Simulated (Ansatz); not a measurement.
Zn36O35 (charge +2): geometry relaxation (part 4 of 4)

Zn36O35 (defect cell, 71 atoms in the cell, total charge +2); DFT PBE, scalar-relativistic, plane waves, PAW, no spin polarisation (Ansatz 0.2.0); cutoff 420 eV, 2×2×2 k-mesh, Gaussian smearing of 0.01 eV. The structure derives from a Materials Project entry. It belongs to a series of runs on one base structure; here: O vacancy (site b), charge +2, atoms relaxed at the host's cell.

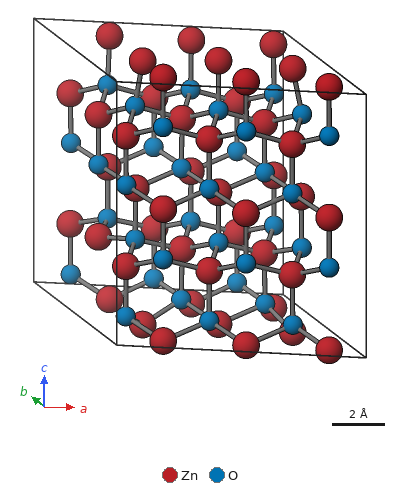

**Figure 1.** The geometry at step 5 of the log (ball-and-stick view of the cell of the calculation, seen slightly off an axis).

### Trajectory as extended XYZ (Å, eV, eV/Å), 3 of the 8 frames kept, from step=1 to step=8
```
71
Lattice="9.8382 0.0000 0.0000 -4.9191 -8.5201 0.0000 0.0000 0.0000 -10.5865" Properties=species:S:1:pos:R:3:forces:R:3 step=1 energy=-139370.99632
Zn   -1.6415   -4.7239   -2.3916    0.0289  -0.0701  -1.1599
Zn   -1.6385   -4.7321   -7.9275   -0.0168   0.0199   0.1210
Zn    1.6374   -4.7340   -2.6394    0.1440  -0.0531  -0.1016
Zn    1.6268   -4.7237   -7.9525    0.0718  -0.0630   0.0073
Zn   -0.0032   -1.8938   -2.6396    0.0364   0.1548  -0.1272
Zn    0.0017   -1.9085   -7.9527   -0.0201   0.0912   0.0177
Zn    4.9245   -4.7339   -2.6392   -0.1561  -0.0582  -0.0814
Zn    4.9346   -4.7234   -7.9529   -0.0543  -0.0557  -0.0128
Zn    3.2806   -1.8916   -2.6512   -0.0009  -0.0001  -0.0356
Zn    3.2802   -1.8922   -7.9393    0.0014  -0.0032  -0.0100
Zn   -3.2785   -7.5666   -2.6395   -0.1013  -0.0892  -0.0958
Zn   -3.2641   -7.5644   -7.9524   -0.1015  -0.0310   0.0124
Zn    6.5644   -1.8942   -2.6387   -0.0384   0.1694  -0.1331
Zn    6.5591   -1.9088   -7.9531    0.0187   0.0721   0.0085
Zn    0.0011   -7.5671   -2.6392    0.1008  -0.0879  -0.1051
Zn   -0.0133   -7.5646   -7.9522    0.0989  -0.0333   0.0169
Zn    3.2807   -7.5720   -2.6504    0.0008   0.0065  -0.0023
Zn    3.2803   -7.5725   -7.9374    0.0028   0.0040  -0.0231
Zn    6.5733   -3.7925   -5.2529    0.0033  -0.0017  -0.1291
Zn    6.7254   -3.8540  -10.6784   -0.9824   0.3547   0.5314
Zn   -0.0125   -3.7926   -5.2531   -0.0017  -0.0024  -0.1145
Zn   -0.1373   -3.8537  -10.6629    0.8692   0.4030   0.4437
Zn    8.1995   -0.9508   -5.3010   -0.0002   0.0293   0.0141
Zn    8.1996   -0.9516  -10.5811    0.0027   0.2189   0.0561
Zn    3.2807   -3.7894   -5.2999   -0.0010   0.0116   0.0103
Zn    3.2814   -3.7855  -10.5879    0.0240   0.0976   0.0706
Zn    1.6371   -0.9427   -5.2993    0.0088  -0.0051   0.0103
Zn    1.6404   -0.9445  -10.5886    0.1123  -0.0328   0.0757
Zn    4.9249   -6.6219   -5.3006   -0.0244  -0.0157   0.0177
Zn    4.9260   -6.6217  -10.5808   -0.1460  -0.0677   0.0346
Zn    4.9241   -0.9427   -5.2995   -0.0093  -0.0053   0.0101
Zn    4.9205   -0.9451  -10.5882   -0.1128  -0.0479   0.0817
Zn   -1.6387   -6.6091   -5.2534    0.0005   0.0027  -0.0994
Zn   -1.6343   -6.4617  -10.6491   -0.0380  -1.0047   0.3424
Zn    1.6360   -6.6220   -5.3000    0.0239  -0.0151   0.0169
Zn    1.6355   -6.6222  -10.5811    0.1591  -0.0864   0.0403
O    -1.6386   -4.7313   -5.9323    0.0011  -0.0015   0.0546
O     1.6060   -4.7210   -0.6288   -0.3329   0.0115  -0.0138
O     1.6278   -4.7232   -5.9354   -0.0351   0.0223   0.0241
O    -0.0072   -1.9276   -0.6293   -0.1590  -0.2273  -0.0276
O     0.0020   -1.9069   -5.9356    0.0016  -0.0424   0.0247
O     4.9563   -4.7209   -0.6289    0.3842   0.0332  -0.0111
O     4.9334   -4.7231   -5.9356    0.0349   0.0227   0.0280
O     3.2804   -1.8918   -0.6444   -0.0003   0.0017   0.0266
O     3.2805   -1.8913   -5.9304    0.0006  -0.0009   0.0000
O    -3.2510   -7.5462   -0.6293    0.1740   0.2793  -0.0016
O    -3.2648   -7.5648   -5.9355    0.0393   0.0202   0.0206
O     6.5682   -1.9281   -0.6286    0.1731  -0.2157  -0.0413
O     6.5589   -1.9069   -5.9358   -0.0018  -0.0418   0.0285
O    -0.0265   -7.5463   -0.6288   -0.1478   0.2711  -0.0086
O    -0.0125   -7.5646   -5.9352   -0.0387   0.0192   0.0199
O     3.2809   -7.5719   -0.6372   -0.0057  -0.0127   0.0254
O     3.2804   -7.5717   -5.9292   -0.0003  -0.0009   0.0098
O     6.5976   -3.8067   -3.2380    0.1938  -0.1028   0.3327
O     6.5786   -3.7965   -8.6337    0.1445  -0.0632  -0.3620
O    -0.0360   -3.8067   -3.2376   -0.2082  -0.1115   0.3378
O    -0.0173   -3.7963   -8.6333   -0.1207  -0.0640  -0.3097
O     8.1994   -0.9463   -3.2893    0.0003  -0.0590   0.0113
O     8.1995   -0.9474   -8.5751    0.0015  -0.0519   0.0098
O     3.2808   -3.7906   -3.2848   -0.0012  -0.0140   0.0139
O     3.2805   -3.7877   -8.5800   -0.0054   0.0056  -0.0190
O     1.6357   -0.9419   -3.2841   -0.0155   0.0029   0.0178
O     1.6390   -0.9443   -8.5806    0.0010  -0.0018  -0.0235
O     4.9209   -6.6244   -3.2891    0.0461   0.0259  -0.0025
O     4.9212   -6.6249   -8.5750    0.0464   0.0217   0.0252
O     4.9257   -0.9423   -3.2842    0.0161   0.0039   0.0210
O     4.9216   -0.9444   -8.5803   -0.0010   0.0029  -0.0253
O    -1.6385   -6.5815   -3.2380   -0.0006   0.2659   0.3454
O    -1.6386   -6.6041   -8.6331    0.0058   0.1409  -0.2612
O     1.6399   -6.6246   -3.2884   -0.0451   0.0273   0.0015
O     1.6393   -6.6250   -8.5752   -0.0482   0.0270   0.0200
71
Lattice="9.8382 0.0000 0.0000 -4.9191 -8.5201 0.0000 0.0000 0.0000 -10.5865" Properties=species:S:1:pos:R:3:forces:R:3 step=5 energy=-139372.99871
Zn   -1.6393   -4.7299   -3.0001   -0.0016   0.0006  -0.1022
Zn   -1.6377   -4.7318   -7.9053   -0.0048   0.0036  -0.0871
Zn    1.6621   -4.7477   -2.6706   -0.0501   0.0545   0.0159
Zn    1.6594   -4.7472   -7.9136   -0.0513   0.0182   0.0136
Zn   -0.0025   -1.8641   -2.6713    0.0217  -0.0710   0.0162
Zn   -0.0028   -1.8687   -7.9132   -0.0100  -0.0527   0.0124
Zn    4.8986   -4.7480   -2.6713    0.0511   0.0547   0.0210
Zn    4.9031   -4.7471   -7.9148    0.0549   0.0206   0.0113
Zn    3.2806   -1.8913   -2.6538    0.0003   0.0008  -0.0442
Zn    3.2809   -1.8918   -7.9411    0.0006   0.0004   0.0265
Zn   -3.3029   -7.5808   -2.6708    0.0736   0.0158   0.0174
Zn   -3.3005   -7.5801   -7.9130    0.0420   0.0355   0.0118
Zn    6.5635   -1.8634   -2.6720   -0.0219  -0.0716   0.0187
Zn    6.5646   -1.8691   -7.9139    0.0096  -0.0569   0.0105
Zn    0.0258   -7.5806   -2.6707   -0.0735   0.0154   0.0163
Zn    0.0243   -7.5802   -7.9128   -0.0421   0.0355   0.0120
Zn    3.2807   -7.5711   -2.6632    0.0002  -0.0007   0.0038
Zn    3.2807   -7.5719   -7.9247    0.0004  -0.0004  -0.0446
Zn    6.5439   -3.7755   -5.2966   -0.0609   0.0359  -0.0391
Zn    6.2444   -3.6004  -10.4685    0.0213  -0.0053   0.0762
Zn    0.0174   -3.7756   -5.2960    0.0612   0.0357  -0.0394
Zn    0.3233   -3.5983  -10.4650   -0.0288  -0.0126   0.0724
Zn    8.1998   -0.9410   -5.2977    0.0003   0.0009   0.0195
Zn    8.2003   -0.9201  -10.5586   -0.0023  -0.0228  -0.0610
Zn    3.2810   -3.7750   -5.2991   -0.0007  -0.0204   0.0259
Zn    3.2822   -3.7819  -10.5856    0.0033  -0.0916  -0.0424
Zn    1.6498   -0.9496   -5.2983   -0.0182   0.0104   0.0262
Zn    1.6440   -0.9462  -10.5858   -0.0778   0.0462  -0.0422
Zn    4.9173   -6.6263   -5.2979   -0.0006  -0.0011   0.0193
Zn    4.9004   -6.6366  -10.5587    0.0193   0.0141  -0.0642
Zn    4.9118   -0.9496   -5.2986    0.0178   0.0107   0.0263
Zn    4.9181   -0.9468  -10.5856    0.0811   0.0435  -0.0433
Zn   -1.6384   -6.6429   -5.2961    0.0000  -0.0708  -0.0390
Zn   -1.6379   -6.9955  -10.4634    0.0001   0.0295   0.0741
Zn    1.6442   -6.6265   -5.2971    0.0007  -0.0005   0.0190
Zn    1.6615   -6.6362  -10.5588   -0.0185   0.0093  -0.0614
O    -1.6383   -4.7312   -5.9025   -0.0003   0.0011   0.0355
O     1.6243   -4.7412   -0.6477    0.2389  -0.1657  -0.1118
O     1.6334   -4.7257   -5.9267    0.0685  -0.0324   0.0247
O    -0.0165   -1.9002   -0.6487   -0.0182   0.2808  -0.1050
O     0.0026   -1.9009   -5.9264    0.0061   0.0748   0.0243
O     4.9404   -4.7411   -0.6478   -0.2508  -0.1756  -0.1186
O     4.9282   -4.7256   -5.9277   -0.0680  -0.0326   0.0252
O     3.2809   -1.8918   -0.6385    0.0009   0.0022  -0.0058
O     3.2807   -1.8913   -5.9452    0.0002  -0.0005   0.0074
O    -3.2775   -7.5511   -0.6478   -0.2606  -0.1232  -0.1098
O    -3.2692   -7.5677   -5.9264   -0.0628  -0.0429   0.0261
O     6.5790   -1.9004   -0.6493    0.0201   0.2872  -0.1060
O     6.5589   -1.9009   -5.9270   -0.0062   0.0746   0.0244
O     0.0017   -7.5515   -0.6478    0.2597  -0.1211  -0.1081
O    -0.0074   -7.5675   -5.9262    0.0627  -0.0434   0.0257
O     3.2809   -7.5709   -0.6513    0.0012   0.0040   0.0250
O     3.2806   -7.5714   -5.9323    0.0003   0.0004   0.0187
O     6.5696   -3.7899   -3.2385   -0.2717   0.1578  -0.0960
O     6.5791   -3.7959   -8.6036   -0.0754   0.0452   0.3136
O    -0.0098   -3.7907   -3.2379    0.2793   0.1614  -0.0951
O    -0.0163   -3.7955   -8.6006    0.0807   0.0474   0.2957
O     8.1998   -0.9497   -3.2860    0.0011   0.0886  -0.0562
O     8.1999   -0.9520   -8.5787    0.0017   0.0743   0.0579
O     3.2805   -3.7821   -3.2837   -0.0014   0.0056  -0.0165
O     3.2810   -3.7885   -8.5942   -0.0004   0.0067   0.0009
O     1.6432   -0.9453   -3.2831    0.0062  -0.0033  -0.0181
O     1.6382   -0.9436   -8.5942    0.0054  -0.0027   0.0006
O     4.9251   -6.6219   -3.2861   -0.0762  -0.0429  -0.0524
O     4.9263   -6.6220   -8.5789   -0.0625  -0.0367   0.0598
O     4.9177   -0.9451   -3.2833   -0.0068  -0.0020  -0.0194
O     4.9237   -0.9436   -8.5941   -0.0069  -0.0027  -0.0002
O    -1.6386   -6.6107   -3.2381    0.0004  -0.3252  -0.0944
O    -1.6381   -6.6046   -8.5985    0.0003  -0.0948   0.2874
O     1.6362   -6.6219   -3.2854    0.0755  -0.0419  -0.0536
O     1.6353   -6.6219   -8.5788    0.0627  -0.0356   0.0582
71
Lattice="9.8382 0.0000 0.0000 -4.9191 -8.5201 0.0000 0.0000 0.0000 -10.5865" Properties=species:S:1:pos:R:3:forces:R:3 step=8 energy=-139373.08241
Zn   -1.6381   -4.7313   -3.1396    0.0000   0.0000   0.0046
Zn   -1.6381   -4.7313   -7.9082    0.0000   0.0001   0.0044
Zn    1.6515   -4.7421   -2.6751   -0.0010   0.0016  -0.0007
Zn    1.6746   -4.7556   -7.9031    0.0007  -0.0006   0.0013
Zn   -0.0027   -1.8770   -2.6751    0.0010  -0.0016  -0.0006
Zn   -0.0028   -1.8503   -7.9031   -0.0002   0.0010   0.0013
Zn    4.9104   -4.7421   -2.6751    0.0011   0.0016  -0.0007
Zn    4.8873   -4.7556   -7.9031   -0.0008  -0.0006   0.0013
Zn    3.2809   -1.8913   -2.6526    0.0001   0.0000   0.0008
Zn    3.2809   -1.8913   -7.9379    0.0000   0.0000   0.0020
Zn   -3.2923   -7.5748   -2.6751    0.0019   0.0000  -0.0007
Zn   -3.3156   -7.5882   -7.9031   -0.0008  -0.0003   0.0013
Zn    6.5646   -1.8770   -2.6751   -0.0009  -0.0017  -0.0006
Zn    6.5646   -1.8503   -7.9031    0.0002   0.0010   0.0013
Zn    0.0160   -7.5748   -2.6751   -0.0018   0.0000  -0.0007
Zn    0.0393   -7.5882   -7.9031    0.0008  -0.0003   0.0012
Zn    3.2809   -7.5714   -2.6488    0.0000   0.0000   0.0004
Zn    3.2809   -7.5714   -7.9264    0.0000   0.0000   0.0001
Zn    6.5189   -3.7608   -5.3430   -0.0016   0.0009  -0.0010
Zn    6.2139   -3.5846  -10.4245   -0.0003   0.0000  -0.0004
Zn    0.0429   -3.7608   -5.3431    0.0015   0.0009  -0.0009
Zn    0.3481   -3.5846  -10.4245    0.0003   0.0000  -0.0003
Zn    8.2000   -0.9308   -5.2824    0.0000  -0.0009   0.0017
Zn    8.2000   -0.9231  -10.5650    0.0000  -0.0001  -0.0022
Zn    3.2810   -3.7718   -5.2795    0.0000   0.0001   0.0008
Zn    3.2810   -3.7902  -10.5971   -0.0001  -0.0006  -0.0016
Zn    1.6524   -0.9511   -5.2795    0.0001   0.0000   0.0007
Zn    1.6365   -0.9419  -10.5972   -0.0006   0.0003  -0.0015
Zn    4.9086   -6.6316   -5.2823    0.0008   0.0005   0.0017
Zn    4.9021   -6.6354  -10.5651   -0.0001  -0.0001  -0.0022
Zn    4.9095   -0.9511   -5.2795   -0.0002   0.0000   0.0007
Zn    4.9254   -0.9419  -10.5971    0.0006   0.0004  -0.0016
Zn   -1.6381   -6.6725   -5.3431    0.0000  -0.0018  -0.0010
Zn   -1.6381   -7.0248  -10.4244    0.0000  -0.0003  -0.0003
Zn    1.6532   -6.6316   -5.2823   -0.0008   0.0005   0.0016
Zn    1.6598   -6.6354  -10.5651    0.0001  -0.0001  -0.0021
O    -1.6381   -4.7313   -5.8900    0.0000  -0.0001  -0.0071
O     1.6321   -4.7458   -0.6537   -0.0006  -0.0019   0.0026
O     1.6546   -4.7375   -5.9221   -0.0007   0.0001  -0.0010
O    -0.0156   -1.8920   -0.6537   -0.0019   0.0006   0.0026
O     0.0029   -1.8766   -5.9221   -0.0003  -0.0007  -0.0010
O     4.9299   -4.7458   -0.6537    0.0005  -0.0019   0.0027
O     4.9072   -4.7375   -5.9222    0.0007   0.0001  -0.0010
O     3.2810   -1.8913   -0.6360    0.0000   0.0001  -0.0001
O     3.2809   -1.8913   -5.9404    0.0000  -0.0001  -0.0011
O    -3.2858   -7.5561   -0.6537   -0.0013   0.0014   0.0026
O    -3.2899   -7.5799   -5.9221    0.0005   0.0006  -0.0011
O     6.5775   -1.8920   -0.6537    0.0019   0.0007   0.0025
O     6.5590   -1.8766   -5.9221    0.0003  -0.0007  -0.0010
O     0.0095   -7.5561   -0.6536    0.0013   0.0014   0.0026
O     0.0136   -7.5799   -5.9221   -0.0005   0.0006  -0.0010
O     3.2810   -7.5713   -0.6407    0.0000   0.0000   0.0007
O     3.2809   -7.5714   -5.9329    0.0000  -0.0001   0.0003
O     6.5468   -3.7768   -3.2895   -0.0012   0.0006  -0.0014
O     6.5606   -3.7848   -8.5490   -0.0010   0.0005  -0.0016
O     0.0151   -3.7768   -3.2896    0.0011   0.0005  -0.0012
O     0.0013   -3.7848   -8.5489    0.0010   0.0005  -0.0017
O     8.2000   -0.9429   -3.2796    0.0000   0.0002  -0.0022
O     8.2000   -0.9448   -8.5783    0.0000  -0.0006   0.0013
O     3.2809   -3.7820   -3.2743    0.0000   0.0003  -0.0007
O     3.2809   -3.7859   -8.6007    0.0001   0.0002   0.0012
O     1.6435   -0.9459   -3.2743    0.0002  -0.0002  -0.0009
O     1.6402   -0.9440   -8.6008    0.0001  -0.0001   0.0012
O     4.9192   -6.6255   -3.2796   -0.0002  -0.0001  -0.0021
O     4.9208   -6.6246   -8.5783    0.0005   0.0003   0.0013
O     4.9183   -0.9459   -3.2743   -0.0002  -0.0002  -0.0008
O     4.9217   -0.9440   -8.6007   -0.0001  -0.0001   0.0012
O    -1.6381   -6.6403   -3.2896    0.0000  -0.0011  -0.0011
O    -1.6381   -6.6244   -8.5489    0.0000  -0.0011  -0.0017
O     1.6427   -6.6255   -3.2796    0.0001   0.0000  -0.0021
O     1.6411   -6.6246   -8.5784   -0.0005   0.0003   0.0013
```

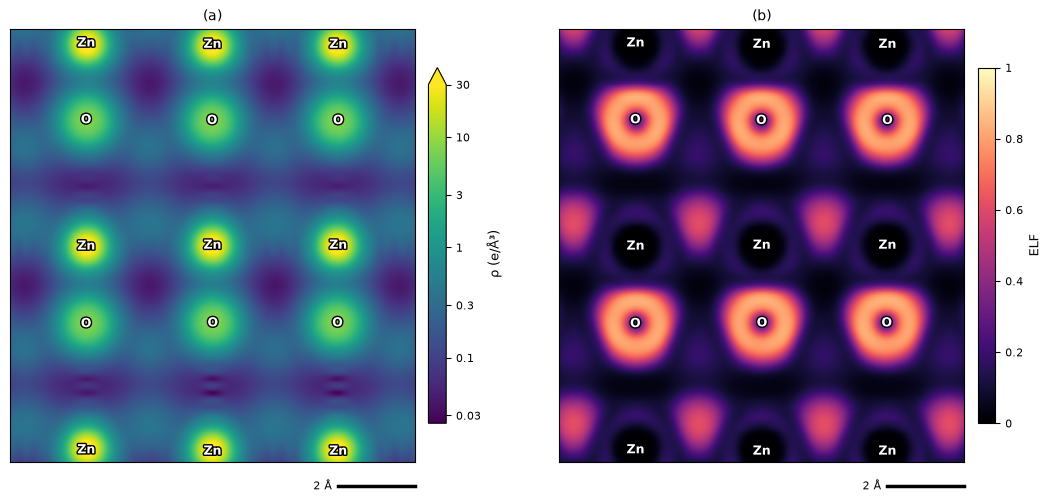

**Figure 2.** (a) valence pseudo-density; (b) ELF on the (100) plane of the calculation cell. Atoms in the plane: Zn and O. Zn–O (1.98 Å): the density is about 0.6 e/Å³ at the midpoint; the ELF is about 0.25 at the midpoint. Zn–O (2.02 Å): the density is about 0.52 e/Å³ at the midpoint; the ELF is about 0.25 at the midpoint. Away from the nuclei the density in this plane falls to 0.03 e/Å³ at its lowest. The fields are those of the smooth PAW valence density.

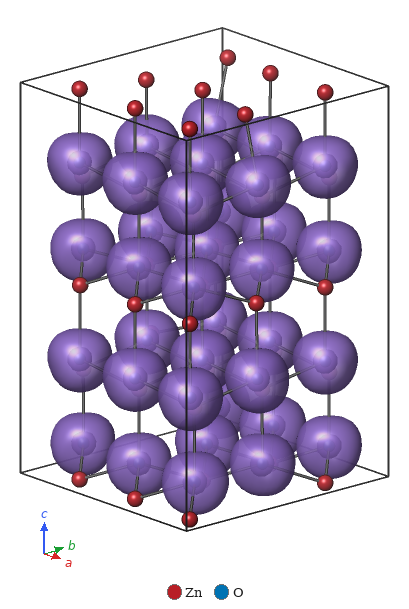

**Figure 3.** Isosurface of the ELF at 0.65 (purple), seen slightly off an axis. Core shells and regions of very low density are left out. Sticks mark near contacts. The outline is the calculation cell. Profiles from the grid: Zn–O (1.91 Å): the ELF is about 0.30 at the midpoint. Zn–O (1.97 Å): the ELF is about 0.25 at the midpoint.
